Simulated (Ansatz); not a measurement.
## What a change does: geometry relaxation on MoS2

System: MoS2 (P-3m1, 6 atoms in the cell).
Method of the first run: Kohn-Sham DFT of a periodic cell, LDA, Ansatz PAW, no spin polarisation (Ansatz 0.2.0).

The structure derives from a Materials Project entry. Text and figures count atoms from 1; the logs count them from 0 in places.

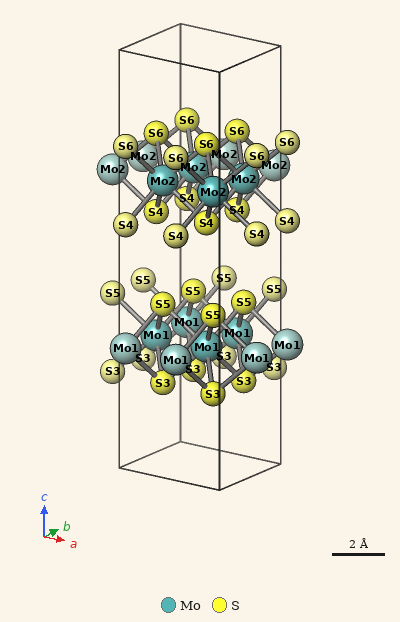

Figure 1. The input geometry (ball-and-stick view of the 2 × 2 repeat of the cell, with the vacuum cut short, seen slightly off an axis; neighbours outside the cell are drawn fainter; atoms are numbered from 1 in the order of the input). An atom can appear more than once, as a periodic image.

## Input file, the first run
```yaml
crystal:
  lattice:
    - [3.184541456, 0.0, 0.0]
    - [-1.592270728, 2.7578938003, 0.0]
    - [0.0, 0.0, 21.67053472]
  atoms:
    - { symbol: Mo, position: [0.3333333333, 0.6666666667, 0.85116023] }
    - { symbol: Mo, position: [0.6666666667, 0.3333333333, 0.14883977] }
    - { symbol: S, position: [0.6666666667, 0.3333333333, 0.77962539] }
    - { symbol: S, position: [0.3333333333, 0.6666666667, 0.077251] }
    - { symbol: S, position: [0.6666666667, 0.3333333333, 0.922749] }
    - { symbol: S, position: [0.3333333333, 0.6666666667, 0.22037461] }
hamiltonian:
  xc: lda
  pseudopotentials: { kind: paw }
kpoints:
  mp_grid: { grid: [10, 10, 2] }
scf:
  occupations: { method: fermi_dirac, width: 0.05 }
output:
  forces: true
  stress: true
  eigenvalues: true
  write_density: true
  write_potential: true
  elf: true
  volumetric_format: npy
relax:
  f_tol: 0.01
  max_steps: 40
  cell: { stress_tol: 0.05 }
```

Launched with:
```bash
ansatz run input.yaml --threads 2 --pin off --max-ram 5632MiB --backend cpu --events-out ev --progress --plain --runs-dir out
```

Hardware: 2 threads of Arm Neoverse V1, 24 GiB of memory available, shared host.

## Output, shortened to warnings, some set-up lines, iterations and results (the first run)
```
WARN: The output density's exchange-correlation potential varies sharply where the density is thin. Do not read a vacuum level from v_tot or v_xc, or from such a field of the output density. On a cell that repeats whose density bears no net charge and no dipole along the vacuum's axis use v_es (v_loc + v_h of the components); under efield.dipole_correction with no amplitude use v_es + v_field, …
Basis set: ecut = 420 eV, 3721 PW (Γ)
Symmetry: 12 space group operations
k-points: 28 of 200
Initial density: superposition of atomic densities (neutral atoms: chi_scale 0, normalization atom), corrected by the library's trained network
[...]
SCF iter   1: F=—  HF=-13169.556025 eV  |F-HF|=—  |Δ(HF+E_count)|=         —  Δρ=6.20e-3  dr2=1.04e-1  ethr=1.77e-3  ⟨swp⟩=9.1  Hψ=4868  notcnv=0
SCF iter   2: F=—  HF=-13169.659741 eV  |F-HF|=—  |Δ(HF+E_count)|=   1.04e-1  Δρ=8.81e-3  dr2=1.08e0  ethr=2.00e-4  ⟨swp⟩=4.2  Hψ=2389  notcnv=0  defer=8  recentre
SCF iter   3: F=—  HF=-13169.552253 eV  |F-HF|=—  |Δ(HF+E_count)|=   1.07e-1  Δρ=4.20e-3  dr2=4.45e-2  ethr=2.00e-4  ⟨swp⟩=4.1  Hψ=2209  notcnv=0  defer=1
SCF iter   4: F=—  HF=-13169.551000 eV  |F-HF|=—  |Δ(HF+E_count)|=   1.25e-3  Δρ=2.64e-3  dr2=1.06e-2  ethr=8.55e-5  ⟨swp⟩=1.7  Hψ=1153  notcnv=0  defer=1
SCF iter   5: F=—  HF=-13169.551171 eV  |F-HF|=—  |Δ(HF+E_count)|=   1.72e-4  Δρ=8.45e-4  dr2=4.16e-4  ethr=2.03e-5  ⟨swp⟩=2.0  Hψ=1104  notcnv=0  defer=1
[... 49 lines ...]
SCF iter   5: F=—  HF=-13169.667878 eV  |F-HF|=—  |Δ(HF+E_count)|=   4.80e-9  Δρ=9.12e-7  dr2=7.97e-10  ethr=9.33e-11  ⟨swp⟩=2.0  Hψ=1142  notcnv=0
SCF iter   6: F=—  HF=-13169.667878 eV  |F-HF|=—  |Δ(HF+E_count)|=  6.91e-11  Δρ=2.88e-7  dr2=7.88e-11  ethr=1.53e-12  ⟨swp⟩=3.0  Hψ=1624  notcnv=0
SCF iter   7: F=-13169.667878 eV  HF=-13169.667878 eV  |F-HF|=3.64e-12  |Δ(HF+E_count)|=  3.64e-12  Δρ=8.67e-8  dr2=1.38e-11  ethr=1.00e-12  ⟨swp⟩=8.4  Hψ=5196  notcnv=0
SCF 6 converged in 7 iterations: F = -13169.667878 eV  dr2 = 1.38e-11
relax step   6: F+E_penalty+E_count = -13169.66787792 eV  Δ(F+E_penalty+E_count) = +4.160e-4 eV  max|allowed force component| = 1.616e-3 eV/Å  Δτ_max = 0.0000 Å  P = -0.009 …
basis re-selected at this cell: Δ(F+E_penalty+E_count) = +4.160e-4 eV, ΔP = -0.001 GPa vs the last step (what re-selecting the basis moved, of the pressure what is left beyond the Pulay correction that the steps carried, after the strain that the cell walked since its last selection, with what the …
[...]
```

For the second run the input was changed thus:
```diff
-  xc: lda
+  xc: pbesol
```

Predict how the results change.

The total energies belong to different methods, so their difference says nothing on which is more stable or more accurate. The gap on the mesh goes from 1.23 to 1.44 eV. The volume per atom goes from 30.04 to 30.71 Å³. The functional changes from LDA to PBEsol. The SCF takes 53 iterations over all geometry steps against 47.

## Output, shortened to warnings, some set-up lines, iterations and results (the second run)
```
WARN: The output density's exchange-correlation potential varies sharply where the density is thin. Do not read a vacuum level from v_tot or v_xc, or from such a field of the output density. On a cell that repeats whose density bears no net charge and no dipole along the vacuum's axis use v_es (v_loc + v_h of the components); under efield.dipole_correction with no amplitude use v_es + v_field, …
Basis set: ecut = 420 eV, 3721 PW (Γ), exchange–correlation on 48×48×300 points (8 copies of the dense FFT grid, shifted against one another)
Symmetry: 12 space group operations
k-points: 28 of 200
Initial density: superposition of atomic densities (neutral atoms: chi_scale 0, normalization atom), corrected by the library's trained network
[...]
SCF iter   1: F=—  HF=-13340.273348 eV  |F-HF|=—  |Δ(HF+E_count)|=         —  Δρ=5.48e-3  dr2=1.03e-1  ethr=1.77e-3  ⟨swp⟩=8.9  Hψ=4767  notcnv=0
SCF iter   2: F=—  HF=-13340.378968 eV  |F-HF|=—  |Δ(HF+E_count)|=   1.06e-1  Δρ=8.50e-3  dr2=1.08e0  ethr=1.98e-4  ⟨swp⟩=4.0  Hψ=2251  notcnv=0  defer=8  recentre
SCF iter   3: F=—  HF=-13340.270938 eV  |F-HF|=—  |Δ(HF+E_count)|=   1.08e-1  Δρ=3.58e-3  dr2=4.26e-2  ethr=1.98e-4  ⟨swp⟩=3.8  Hψ=1959  notcnv=0  defer=1
SCF iter   4: F=—  HF=-13340.271466 eV  |F-HF|=—  |Δ(HF+E_count)|=   5.28e-4  Δρ=2.17e-3  dr2=7.90e-3  ethr=8.20e-5  ⟨swp⟩=2.0  Hψ=1196  notcnv=0  defer=1
SCF iter   5: F=—  HF=-13340.273604 eV  |F-HF|=—  |Δ(HF+E_count)|=   2.14e-3  Δρ=6.88e-4  dr2=3.26e-4  ethr=1.52e-5  ⟨swp⟩=2.2  Hψ=1324  notcnv=0  defer=1
[... 55 lines ...]
SCF iter   5: F=—  HF=-13340.312928 eV  |F-HF|=—  |Δ(HF+E_count)|=   2.12e-9  Δρ=9.81e-7  dr2=3.66e-9  ethr=5.86e-11  ⟨swp⟩=1.9  Hψ=1024  notcnv=0
SCF iter   6: F=—  HF=-13340.312928 eV  |F-HF|=—  |Δ(HF+E_count)|=  5.20e-10  Δρ=4.55e-7  dr2=2.12e-10  ethr=7.04e-12  ⟨swp⟩=2.0  Hψ=1263  notcnv=0
SCF iter   7: F=-13340.312928 eV  HF=-13340.312928 eV  |F-HF|=1.27e-11  |Δ(HF+E_count)|=  1.53e-10  Δρ=1.04e-7  dr2=6.25e-12  ethr=1.00e-12  ⟨swp⟩=8.5  Hψ=5305  notcnv=0
SCF 6 converged in 7 iterations: F = -13340.312928 eV  dr2 = 6.25e-12
relax step   6: F+E_penalty+E_count = -13340.31292800 eV  Δ(F+E_penalty+E_count) = +2.643e-4 eV  max|allowed force component| = 5.176e-4 eV/Å  Δτ_max = 0.0000 Å  P = +0.000 …
basis re-selected at this cell: Δ(F+E_penalty+E_count) = +2.643e-4 eV, ΔP = +0.000 GPa vs the last step (what re-selecting the basis moved, of the pressure what is left beyond the Pulay correction that the steps carried, after the strain that the cell walked since its last selection, with what the …
[...]
```

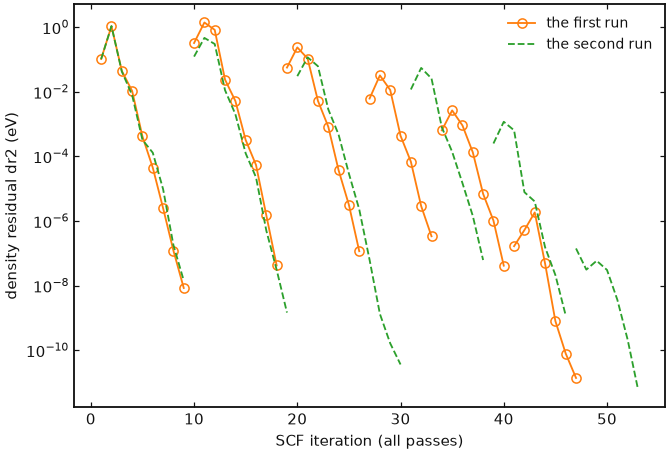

Figure 2. Convergence of the two runs: density residual dr2 against the SCF iteration. A break in a curve parts two SCF passes. The first run takes 47 iterations in all, and the second run takes 53.

## The two runs side by side

| quantity | the first run | the second run |
| --- | --- | --- |
| outcome | converged | converged |
| free energy per atom (eV) | −2194.9446 | −2223.3855 |
| gap on the mesh (eV) | 1.23 | 1.44 |
| pressure (GPa) | −0.01 | 0.00 |
| volume per atom (Å³) | 30.04 | 30.71 |
| largest force (eV/Å) | 0.002 | 0.001 |
| SCF iterations | 47 | 53 |
| irreducible k-points | 28 | 28 |
| wall time (shared host) | 39 s | 43 s |

For both runs: Warnings: the exchange-correlation potential is rough where the density is thin.
